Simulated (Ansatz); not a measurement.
Al$_{64}$As$_{64}$: geometry relaxation (part 1 of 2)

The run: geometry relaxation of Al$_{64}$As$_{64}$ (128 atoms in the cell). Method and program: DFT, PBEsol, PAW, plane waves (Ansatz 0.2.0).

The structure was built on a prototype by a generator.

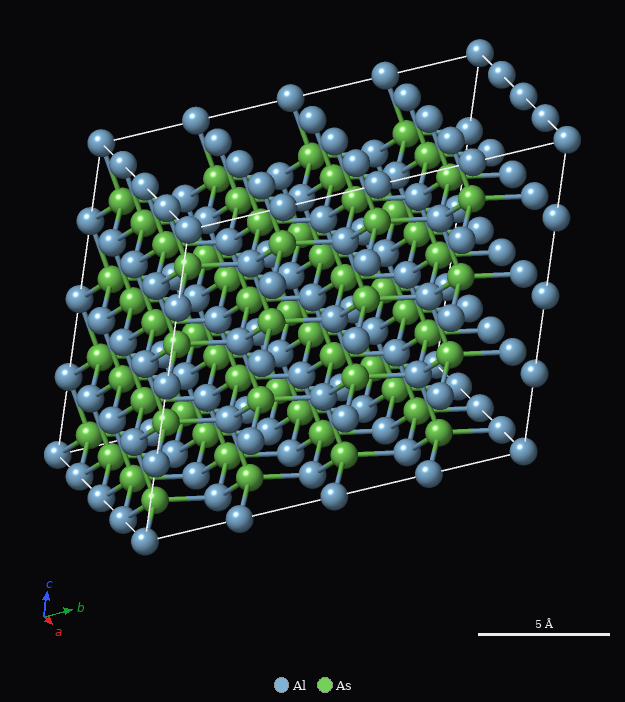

The input geometry (ball-and-stick view of the cell of the calculation, seen slightly off an axis).

**Summary**

| quantity | value |
| --- | --- |
| outcome | converged |
| space group (tolerance 0.01 Å) | F-43m (216) |
| electrons treated | 1152 |
| free energy | −341660.3075 eV |
| Fermi energy | 7.011 eV |
| pressure | 0.03 GPa |
| largest force (length of the vector) at the end | 0.015 eV/Å |
| final cell | a = 16.049 Å, b = 16.049 Å, c = 16.049 Å, α = 60.00°, β = 60.00°, γ = 60.00° |
| hardware | 8 CPU threads, shared host |
| wall time | 7.1 s (CPU time 9.7 s) |
| peak memory | 2.8 GiB |

**The input**
```yaml
crystal:
  lattice:
    - [0.000000, 11.348197, 11.348197]
    - [11.348197, 0.000000, 11.348197]
    - [11.348197, 11.348197, 0.000000]
  atoms:
    - { symbol: Al, position: [0.000000, 0.000000, 0.000000] }
    - { symbol: Al, position: [0.500000, 0.000000, 0.000000] }
    - { symbol: Al, position: [0.000000, 0.500000, 0.000000] }
    - { symbol: Al, position: [0.000000, 0.000000, 0.500000] }
    - { symbol: Al, position: [0.250000, 0.250000, 0.250000] }
    - { symbol: Al, position: [0.500000, 0.500000, 0.000000] }
    - { symbol: Al, position: [0.500000, 0.000000, 0.500000] }
    - { symbol: Al, position: [0.750000, 0.250000, 0.250000] }
    - { symbol: Al, position: [0.000000, 0.500000, 0.500000] }
    - { symbol: Al, position: [0.250000, 0.750000, 0.250000] }
    - { symbol: Al, position: [0.250000, 0.250000, 0.750000] }
    - { symbol: Al, position: [0.500000, 0.500000, 0.500000] }
    - { symbol: Al, position: [0.750000, 0.750000, 0.250000] }
    - { symbol: Al, position: [0.750000, 0.250000, 0.750000] }
    - { symbol: Al, position: [0.250000, 0.750000, 0.750000] }
    - { symbol: Al, position: [0.750000, 0.750000, 0.750000] }
    - { symbol: Al, position: [0.000000, 0.000000, 0.250000] }
    - { symbol: Al, position: [0.250000, 0.250000, 0.000000] }
    - { symbol: Al, position: [0.500000, 0.000000, 0.250000] }
    - { symbol: Al, position: [0.750000, 0.250000, 0.000000] }
    - { symbol: Al, position: [0.000000, 0.500000, 0.250000] }
    - { symbol: Al, position: [0.250000, 0.750000, 0.000000] }
    - { symbol: Al, position: [0.000000, 0.000000, 0.750000] }
    - { symbol: Al, position: [0.250000, 0.250000, 0.500000] }
    - { symbol: Al, position: [0.500000, 0.500000, 0.250000] }
    - { symbol: Al, position: [0.750000, 0.750000, 0.000000] }
    - { symbol: Al, position: [0.500000, 0.000000, 0.750000] }
    - { symbol: Al, position: [0.750000, 0.250000, 0.500000] }
    - { symbol: Al, position: [0.000000, 0.500000, 0.750000] }
    - { symbol: Al, position: [0.250000, 0.750000, 0.500000] }
    - { symbol: Al, position: [0.500000, 0.500000, 0.750000] }
    - { symbol: Al, position: [0.750000, 0.750000, 0.500000] }
    - { symbol: Al, position: [0.000000, 0.250000, 0.000000] }
    - { symbol: Al, position: [0.250000, 0.000000, 0.250000] }
    - { symbol: Al, position: [0.500000, 0.250000, 0.000000] }
    - { symbol: Al, position: [0.750000, 0.000000, 0.250000] }
    - { symbol: Al, position: [0.000000, 0.750000, 0.000000] }
    - { symbol: Al, position: [0.000000, 0.250000, 0.500000] }
    - { symbol: Al, position: [0.250000, 0.500000, 0.250000] }
    - { symbol: Al, position: [0.500000, 0.750000, 0.000000] }
    - { symbol: Al, position: [0.250000, 0.000000, 0.750000] }
    - { symbol: Al, position: [0.500000, 0.250000, 0.500000] }
    - { symbol: Al, position: [0.750000, 0.500000, 0.250000] }
    - { symbol: Al, position: [0.750000, 0.000000, 0.750000] }
    - { symbol: Al, position: [0.000000, 0.750000, 0.500000] }
    - { symbol: Al, position: [0.250000, 0.500000, 0.750000] }
    - { symbol: Al, position: [0.500000, 0.750000, 0.500000] }
    - { symbol: Al, position: [0.750000, 0.500000, 0.750000] }
    - { symbol: Al, position: [0.250000, 0.000000, 0.000000] }
    - { symbol: Al, position: [0.750000, 0.000000, 0.000000] }
    - { symbol: Al, position: [0.000000, 0.250000, 0.250000] }
    - { symbol: Al, position: [0.250000, 0.500000, 0.000000] }
    - { symbol: Al, position: [0.250000, 0.000000, 0.500000] }
    - { symbol: Al, position: [0.500000, 0.250000, 0.250000] }
    - { symbol: Al, position: [0.750000, 0.500000, 0.000000] }
    - { symbol: Al, position: [0.750000, 0.000000, 0.500000] }
    - { symbol: Al, position: [0.000000, 0.750000, 0.250000] }
    - { symbol: Al, position: [0.000000, 0.250000, 0.750000] }
    - { symbol: Al, position: [0.250000, 0.500000, 0.500000] }
    - { symbol: Al, position: [0.500000, 0.750000, 0.250000] }
    - { symbol: Al, position: [0.500000, 0.250000, 0.750000] }
    - { symbol: Al, position: [0.750000, 0.500000, 0.500000] }
    - { symbol: Al, position: [0.000000, 0.750000, 0.750000] }
    - { symbol: Al, position: [0.500000, 0.750000, 0.750000] }
    - { symbol: As, position: [0.062500, 0.062500, 0.062500] }
    - { symbol: As, position: [0.562500, 0.062500, 0.062500] }
    - { symbol: As, position: [0.062500, 0.562500, 0.062500] }
    - { symbol: As, position: [0.062500, 0.062500, 0.562500] }
    - { symbol: As, position: [0.312500, 0.312500, 0.312500] }
    - { symbol: As, position: [0.562500, 0.562500, 0.062500] }
    - { symbol: As, position: [0.562500, 0.062500, 0.562500] }
    - { symbol: As, position: [0.812500, 0.312500, 0.312500] }
    - { symbol: As, position: [0.062500, 0.562500, 0.562500] }
    - { symbol: As, position: [0.312500, 0.812500, 0.312500] }
    - { symbol: As, position: [0.312500, 0.312500, 0.812500] }
    - { symbol: As, position: [0.562500, 0.562500, 0.562500] }
    - { symbol: As, position: [0.812500, 0.812500, 0.312500] }
    - { symbol: As, position: [0.812500, 0.312500, 0.812500] }
    - { symbol: As, position: [0.312500, 0.812500, 0.812500] }
    - { symbol: As, position: [0.812500, 0.812500, 0.812500] }
    - { symbol: As, position: [0.062500, 0.062500, 0.312500] }
    - { symbol: As, position: [0.312500, 0.312500, 0.062500] }
    - { symbol: As, position: [0.562500, 0.062500, 0.312500] }
    - { symbol: As, position: [0.812500, 0.312500, 0.062500] }
    - { symbol: As, position: [0.062500, 0.562500, 0.312500] }
    - { symbol: As, position: [0.312500, 0.812500, 0.062500] }
    - { symbol: As, position: [0.062500, 0.062500, 0.812500] }
    - { symbol: As, position: [0.312500, 0.312500, 0.562500] }
    - { symbol: As, position: [0.562500, 0.562500, 0.312500] }
    - { symbol: As, position: [0.812500, 0.812500, 0.062500] }
    - { symbol: As, position: [0.562500, 0.062500, 0.812500] }
    - { symbol: As, position: [0.812500, 0.312500, 0.562500] }
    - { symbol: As, position: [0.062500, 0.562500, 0.812500] }
    - { symbol: As, position: [0.312500, 0.812500, 0.562500] }
    - { symbol: As, position: [0.562500, 0.562500, 0.812500] }
    - { symbol: As, position: [0.812500, 0.812500, 0.562500] }
    - { symbol: As, position: [0.062500, 0.312500, 0.062500] }
    - { symbol: As, position: [0.312500, 0.062500, 0.312500] }
    - { symbol: As, position: [0.562500, 0.312500, 0.062500] }
    - { symbol: As, position: [0.812500, 0.062500, 0.312500] }
    - { symbol: As, position: [0.062500, 0.812500, 0.062500] }
    - { symbol: As, position: [0.062500, 0.312500, 0.562500] }
    - { symbol: As, position: [0.312500, 0.562500, 0.312500] }
    - { symbol: As, position: [0.562500, 0.812500, 0.062500] }
    - { symbol: As, position: [0.312500, 0.062500, 0.812500] }
    - { symbol: As, position: [0.562500, 0.312500, 0.562500] }
    - { symbol: As, position: [0.812500, 0.562500, 0.312500] }
    - { symbol: As, position: [0.812500, 0.062500, 0.812500] }
    - { symbol: As, position: [0.062500, 0.812500, 0.562500] }
    - { symbol: As, position: [0.312500, 0.562500, 0.812500] }
    - { symbol: As, position: [0.562500, 0.812500, 0.562500] }
    - { symbol: As, position: [0.812500, 0.562500, 0.812500] }
    - { symbol: As, position: [0.312500, 0.062500, 0.062500] }
    - { symbol: As, position: [0.812500, 0.062500, 0.062500] }
    - { symbol: As, position: [0.062500, 0.312500, 0.312500] }
    - { symbol: As, position: [0.312500, 0.562500, 0.062500] }
    - { symbol: As, position: [0.312500, 0.062500, 0.562500] }
    - { symbol: As, position: [0.562500, 0.312500, 0.312500] }
    - { symbol: As, position: [0.812500, 0.562500, 0.062500] }
    - { symbol: As, position: [0.812500, 0.062500, 0.562500] }
    - { symbol: As, position: [0.062500, 0.812500, 0.312500] }
    - { symbol: As, position: [0.062500, 0.312500, 0.812500] }
    - { symbol: As, position: [0.312500, 0.562500, 0.562500] }
    - { symbol: As, position: [0.562500, 0.812500, 0.312500] }
    - { symbol: As, position: [0.562500, 0.312500, 0.812500] }
    - { symbol: As, position: [0.812500, 0.562500, 0.562500] }
    - { symbol: As, position: [0.062500, 0.812500, 0.812500] }
    - { symbol: As, position: [0.562500, 0.812500, 0.812500] }
kpoints:
  mp_grid: { grid: [1, 1, 1], shift: [0.5, 0.5, 0.5] }
hamiltonian:
  xc: pbesol
scf:
  occupations: { method: fermi_dirac, width: 0.01 }
relax:
  f_tol: 0.03
  max_steps: 80
  escape_saddle: false
  adjacent_minimum: "off"
  cell: { fix: [shape] }
output:
  forces: true
  eigenvalues: true
  populations: true
```

**Output**
```
Pseudopotentials: kind: paw
Functional definition: PBEsol
  exchange = pbesol_x
  correlation = pbesol_c
Crystal: 128 atoms, lattice volume = 2922.877 Å³
Basis set: ecut = 420 eV, 57001 PW (Γ), exchange–correlation on 216×216×216 points (8 copies of the dense FFT grid, shifted against one another)
Bands: 704, of which v1, the nominal top of the filled ones, is band 576 counted from 1 (575 counted from 0)
Symmetry: 384 space group operations
k-points: 1
Non-local potential: Al, projectors of the file, l = 0: 2, l = 1: 2, l = 2: 1
Non-local potential: As, projectors of the file, l = 0: 2, l = 1: 2, l = 2: 3, l = 3: 1
PAW form: soft (Blöchl's): semilocal exchange-correlation on the pseudo side does not see the compensation charge
PAW frozen core: Al, regenerated for the run's functional, and the local potential with it (the file was generated under x = pbe(κ = 0.804, μ = 0.2195149727645171), c = pbe(β = 0.06672455060314922))
PAW frozen core: As, regenerated for the run's functional, and the local potential with it (the file was generated under x = pbe(κ = 0.804, μ = 0.2195149727645171), c = pbe(β = 0.06672455060314922))
PAW one-centre angular grid: Al, 110 points (default); XC on 64 Gauss nodes
PAW one-centre angular grid: As, 590 points (default); XC on 64 Gauss nodes
Initial density: superposition of atomic densities (neutral atoms: chi_scale 0, normalization atom), corrected by the library's trained network
Initial wavefunctions: pseudopotential atomic-orbital guess
Functional: x = pbesol(κ = 0.804, μ = 0.12345679012345678), c = pbesol(β = 0.046)
SCF iter   1: F=—  HF=-341660.431105 eV  |F-HF|=—  |Δ(HF+E_count)|=         —  Δρ=3.15e-3  dr2=4.50e-1  ethr=1.77e-3  ⟨swp⟩=6.0  Hψ=2690  notcnv=0  defer=11
preconditioner: auto → Resta (q_TF=auto, 2.336 Å⁻¹)  ε∞=4.5  [insulator: Δε(μ)=1.919 eV  Ē_g=8.303 eV  σ=0.010 eV  W_gap=1.00  n_scr=608 (ndim 8)  ℏωp=15.5 eV  f_vac=0.006  D(μ)=0.00/eV (n_scr^D=0)  ε∞_Penn≈4.5]
SCF iter   2: F=—  HF=-341660.326315 eV  |F-HF|=—  |Δ(HF+E_count)|=   1.05e-1  Δρ=1.83e-3  dr2=1.48e-1  ethr=3.91e-5  ⟨swp⟩=3.0  Hψ=1070  notcnv=0  defer=122
SCF iter   3: F=—  HF=-341660.308956 eV  |F-HF|=—  |Δ(HF+E_count)|=   1.74e-2  Δρ=4.70e-4  dr2=1.21e-2  ethr=1.29e-5  ⟨swp⟩=3.0  Hψ=1148  notcnv=0  defer=122
SCF iter   4: F=—  HF=-341660.309963 eV  |F-HF|=—  |Δ(HF+E_count)|=   1.01e-3  Δρ=1.60e-4  dr2=1.00e-3  ethr=1.05e-6  ⟨swp⟩=2.0  Hψ=1164  notcnv=0  defer=122
SCF iter   5: F=—  HF=-341660.307378 eV  |F-HF|=—  |Δ(HF+E_count)|=   2.59e-3  Δρ=3.24e-5  dr2=3.07e-5  ethr=8.68e-8  ⟨swp⟩=2.0  Hψ=1158  notcnv=0  defer=122
SCF iter   6: F=—  HF=-341660.307504 eV  |F-HF|=—  |Δ(HF+E_count)|=   1.26e-4  Δρ=6.37e-6  dr2=1.10e-6  ethr=2.67e-9  ⟨swp⟩=2.0  Hψ=1158  notcnv=0  defer=122
SCF iter   7: F=-341660.307505 eV  HF=-341660.307505 eV  |F-HF|=5.84e-8  |Δ(HF+E_count)|=   1.06e-6  Δρ=1.17e-6  dr2=4.23e-8  ethr=8.68e-12  ⟨swp⟩=10.0  Hψ=3187  notcnv=0
SCF 1 converged in 7 iterations: F = -341660.307505 eV  dr2 = 4.23e-8
  greatest PAW one-centre occupation: 0.999 electrons in one spin orbital (limit 2), on the As atom at site 127 (counted from 0), in its partial waves of l = 2
relax step   1: F+E_penalty+E_count = -341660.30750504 eV  Δ(F+E_penalty+E_count) = +0.000e0 eV  max|allowed force component| = 8.572e-3 eV/Å  Δτ_max = 0.0000 Å  P = +0.026 GPa  Ω = 2922.877 Å³  fix = [alpha, beta, gamma, b/a, c/a]  reactions: alpha +0.520, beta +0.520, gamma +0.520 GPa/rad  (7 SCF iters, dr2 threshold 1.00e-7 eV, accepted)
Initial density: handed on by an earlier stage of this run
Initial wavefunctions: pseudopotential atomic-orbital guess (no wavefunctions were taken with the density)
iter 1 solved again at ethr=2.95e-8 eV; its pass at ethr=3.10e-3 eV (dr2=3.40e-4 eV) is discarded
SCF iter   1: F=—  HF=-341660.309359 eV  |F-HF|=—  |Δ(HF+E_count)|=         —  Δρ=1.31e-6  dr2=4.36e-8  ethr=2.95e-8  ⟨swp⟩=5.0  Hψ=5093  notcnv=0
preconditioner: auto → Resta (q_TF=auto, 2.336 Å⁻¹)  ε∞=4.5  [insulator: Δε(μ)=1.953 eV  Ē_g=8.323 eV  σ=0.010 eV  W_gap=1.00  n_scr=608 (ndim 8)  ℏωp=15.5 eV  f_vac=0.002  D(μ)=0.00/eV (n_scr^D=0)  ε∞_Penn≈4.5]
SCF iter   2: F=—  HF=-341660.307505 eV  |F-HF|=—  |Δ(HF+E_count)|=   1.85e-3  Δρ=7.91e-7  dr2=2.15e-8  ethr=3.79e-12  ⟨swp⟩=3.0  Hψ=1528  notcnv=0
SCF iter   3: F=—  HF=-341660.307505 eV  |F-HF|=—  |Δ(HF+E_count)|=   2.42e-8  Δρ=3.65e-7  dr2=4.85e-9  ethr=1.86e-12  ⟨swp⟩=2.0  Hψ=1274  notcnv=0
SCF iter   4: F=-341660.307505 eV  HF=-341660.307505 eV  |F-HF|=2.91e-10  |Δ(HF+E_count)|=   6.52e-9  Δρ=1.84e-7  dr2=5.47e-10  ethr=1.00e-12  ⟨swp⟩=4.0  Hψ=2917  notcnv=0
SCF 2 converged in 4 iterations: F = -341660.307505 eV  dr2 = 5.47e-10
relax step   2: F+E_penalty+E_count = -341660.30750510 eV  Δ(F+E_penalty+E_count) = -6.036e-8 eV  max|allowed force component| = 8.572e-3 eV/Å  Δτ_max = 0.0000 Å  P = +0.026 GPa  Ω = 2922.877 Å³  fix = [alpha, beta, gamma, b/a, c/a]  reactions: alpha +0.520, beta +0.520, gamma +0.520 GPa/rad  stress off target by 2.58e-2 GPa on what of the cell is left free  SCF on the basis re-selected at this ce
SCF converged after 4 iterations
Free energy (F): -341660.307505 eV
Harris-Foulkes:  -341660.307505 eV  (|F-HF|=2.91e-10)
Internal energy: -341660.307505 eV  (E = F + TS)
E sigma→0 (E₀):  -341660.307505 eV
Fermi energy:    7.011347 eV
--- Per-component energies (eV) ---
  E_band       = -17264.453864
  E_kinetic    = 8098.579417
  E_local      = -135771.547873  (includes V_loc(G=0)·N_el)
  E_nonlocal   = -42089.676966
  E_hartree    = 72461.956050
  E_xc         = -7547.806115
  E_vxc        = -6929.575033  (∫ρ·V_xc dr)
  E_paw        = -143887.828552  (= ΣΔE_a)
  E_vpaw       = 14503.855650  (= ΣTr[D̂ρ^β])
  E_aug_tail   = 0.000322  (compensation charges beyond the density's cutoff)
  E_ewald      = -92987.060122
  E_core_change = 63.076333  (= ΣΔE_core)
  E_smearing   = -0.000000  (= −TS)
  E_closure    = 0.000000  (closes the sum)
  Σ components = -341660.307505   (vs F -341660.307505, Δ=0.00e0)
--- Forces (eV/Å), atoms counted from 1 ---
  atom   1  Al    -0.00857225    -0.00857225    -0.00857225
  atom   2  Al    -0.00857225    -0.00857225    -0.00857225
  atom   3  Al    -0.00857225    -0.00857225    -0.00857225
  atom   4  Al    -0.00857225    -0.00857225    -0.00857225
  atom   5  Al    -0.00857225    -0.00857225    -0.00857225
  atom   6  Al    -0.00857225    -0.00857225    -0.00857225
  atom   7  Al    -0.00857225    -0.00857225    -0.00857225
  atom   8  Al    -0.00857225    -0.00857225    -0.00857225
  atom   9  Al    -0.00857225    -0.00857225    -0.00857225
  atom  10  Al    -0.00857225    -0.00857225    -0.00857225
  atom  11  Al    -0.00857225    -0.00857225    -0.00857225
  atom  12  Al    -0.00857225    -0.00857225    -0.00857225
  atom  13  Al    -0.00857225    -0.00857225    -0.00857225
  atom  14  Al    -0.00857225    -0.00857225    -0.00857225
  atom  15  Al    -0.00857225    -0.00857225    -0.00857225
  atom  16  Al    -0.00857225    -0.00857225    -0.00857225
  atom  17  Al    -0.00857225    -0.00857225    -0.00857225
  atom  18  Al    -0.00857225    -0.00857225    -0.00857225
  atom  19  Al    -0.00857225    -0.00857225    -0.00857225
  atom  20  Al    -0.00857225    -0.00857225    -0.00857225
  atom  21  Al    -0.00857225    -0.00857225    -0.00857225
  atom  22  Al    -0.00857225    -0.00857225    -0.00857225
  atom  23  Al    -0.00857225    -0.00857225    -0.00857225
  atom  24  Al    -0.00857225    -0.00857225    -0.00857225
  atom  25  Al    -0.00857225    -0.00857225    -0.00857225
  atom  26  Al    -0.00857225    -0.00857225    -0.00857225
  atom  27  Al    -0.00857225    -0.00857225    -0.00857225
  atom  28  Al    -0.00857225    -0.00857225    -0.00857225
  atom  29  Al    -0.00857225    -0.00857225    -0.00857225
  atom  30  Al    -0.00857225    -0.00857225    -0.00857225
  atom  31  Al    -0.00857225    -0.00857225    -0.00857225
  atom  32  Al    -0.00857225    -0.00857225    -0.00857225
  atom  33  Al    -0.00857225    -0.00857225    -0.00857225
  atom  34  Al    -0.00857225    -0.00857225    -0.00857225
  atom  35  Al    -0.00857225    -0.00857225    -0.00857225
  atom  36  Al    -0.00857225    -0.00857225    -0.00857225
  atom  37  Al    -0.00857225    -0.00857225    -0.00857225
  atom  38  Al    -0.00857225    -0.00857225    -0.00857225
  atom  39  Al    -0.00857225    -0.00857225    -0.00857225
  atom  40  Al    -0.00857225    -0.00857225    -0.00857225
  atom  41  Al    -0.00857225    -0.00857225    -0.00857225
  atom  42  Al    -0.00857225    -0.00857225    -0.00857225
  atom  43  Al    -0.00857225    -0.00857225    -0.00857225
  atom  44  Al    -0.00857225    -0.00857225    -0.00857225
  atom  45  Al    -0.00857225    -0.00857225    -0.00857225
  atom  46  Al    -0.00857225    -0.00857225    -0.00857225
  atom  47  Al    -0.00857225    -0.00857225    -0.00857225
  atom  48  Al    -0.00857225    -0.00857225    -0.00857225
  atom  49  Al    -0.00857225    -0.00857225    -0.00857225
  atom  50  Al    -0.00857225    -0.00857225    -0.00857225
  atom  51  Al    -0.00857225    -0.00857225    -0.00857225
  atom  52  Al    -0.00857225    -0.00857225    -0.00857225
  atom  53  Al    -0.00857225    -0.00857225    -0.00857225
  atom  54  Al    -0.00857225    -0.00857225    -0.00857225
  atom  55  Al    -0.00857225    -0.00857225    -0.00857225
  atom  56  Al    -0.00857225    -0.00857225    -0.00857225
  atom  57  Al    -0.00857225    -0.00857225    -0.00857225
  atom  58  Al    -0.00857225    -0.00857225    -0.00857225
  atom  59  Al    -0.00857225    -0.00857225    -0.00857225
  atom  60  Al    -0.00857225    -0.00857225    -0.00857225
  atom  61  Al    -0.00857225    -0.00857225    -0.00857225
  atom  62  Al    -0.00857225    -0.00857225    -0.00857225
  atom  63  Al    -0.00857225    -0.00857225    -0.00857225
  atom  64  Al    -0.00857225    -0.00857225    -0.00857225
  atom  65  As     0.00857217     0.00857217     0.00857217
  atom  66  As     0.00857217     0.00857217     0.00857217
  atom  67  As     0.00857217     0.00857217     0.00857217
  atom  68  As     0.00857217     0.00857217     0.00857217
  atom  69  As     0.00857217     0.00857217     0.00857217
  atom  70  As     0.00857217     0.00857217     0.00857217
  atom  71  As     0.00857217     0.00857217     0.00857217
  atom  72  As     0.00857217     0.00857217     0.00857217
  atom  73  As     0.00857217     0.00857217     0.00857217
  atom  74  As     0.00857217     0.00857217     0.00857217
  atom  75  As     0.00857217     0.00857217     0.00857217
  atom  76  As     0.00857217     0.00857217     0.00857217
  atom  77  As     0.00857217     0.00857217     0.00857217
  atom  78  As     0.00857217     0.00857217     0.00857217
  atom  79  As     0.00857217     0.00857217     0.00857217
  atom  80  As     0.00857217     0.00857217     0.00857217
```
